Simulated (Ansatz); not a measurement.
# B$_{5}$N: what the fields show

```yaml
crystal:
  lattice:
    - [4.35091, 0.00000, 0.00000]
    - [0.00000, 4.35091, 0.00000]
    - [0.00000, 0.00000, 7.44121]
  atoms:
    - { symbol: B, position: [0.16826, 0.50000, 0.00000] }
    - { symbol: B, position: [0.66826, 0.00000, 0.50000] }
    - { symbol: B, position: [0.33174, 0.00000, 0.50000] }
    - { symbol: B, position: [0.83174, 0.50000, 0.00000] }
    - { symbol: B, position: [0.50000, 0.16826, 0.00000] }
    - { symbol: B, position: [0.00000, 0.66826, 0.50000] }
    - { symbol: B, position: [0.00000, 0.33174, 0.50000] }
    - { symbol: B, position: [0.50000, 0.83174, 0.00000] }
    - { symbol: B, position: [0.00000, 0.00000, 0.00000] }
    - { symbol: B, position: [0.50000, 0.50000, 0.50000] }
    - { symbol: N, position: [0.00000, 0.00000, 0.50000] }
    - { symbol: N, position: [0.50000, 0.50000, 0.00000] }
```

Space group I4/mmm; a structure generated by program, which may or may not match a known phase.

All numbers below come from DFT PBE, scalar-relativistic, plane waves, PAW (Ansatz).

Core electrons are frozen (PAW), and the valence fields are smoothed inside the atomic spheres.

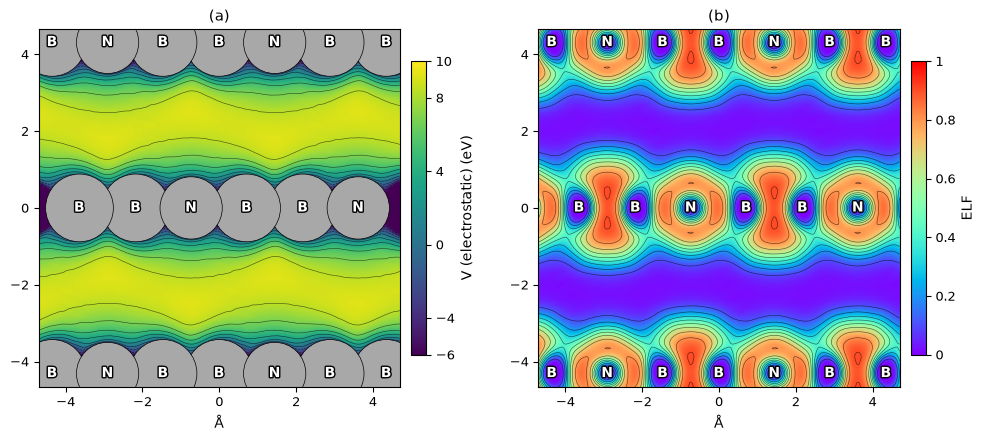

Figure 1. (a) electrostatic potential energy of an electron; (b) ELF on the (101̄) plane of the conventional cell. Grey discs cover the atomic cores in the potential map.

Describe what can be read from this map.

- The plane passes through B and N nuclei.
- B–N (1.44 Å): the ELF peaks at about 0.85 between the atoms.
- B–B (1.46 Å): the ELF peaks at about 0.90 between the atoms.
- Outside the cores the potential energy rises away from the atoms and is highest about 1.9 Å from the nearest atoms; its zero is arbitrary.

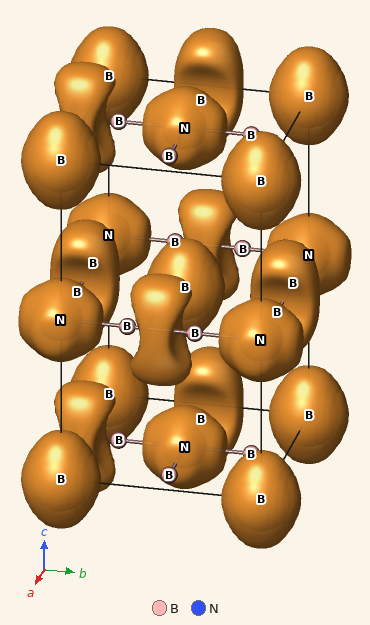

Figure 2. Isosurface of the electron localisation function at 0.7 (orange), seen at an oblique angle. Only the valence region is drawn (cores and ρ < 0.01 e/Å³ removed). Sticks mark near contacts.

What do the ELF domains correspond to?

At this value the surface marks out four regions between bonded B–B atoms, two regions on N in which the atom's valence shell and bonds are merged and two regions wrapped around B (the valence shell of each), counted in one cell of 12 atoms. Regions shared between cells count once.

Does the calculation give a band gap?

It is gapless in this calculation (a metal or semimetal).
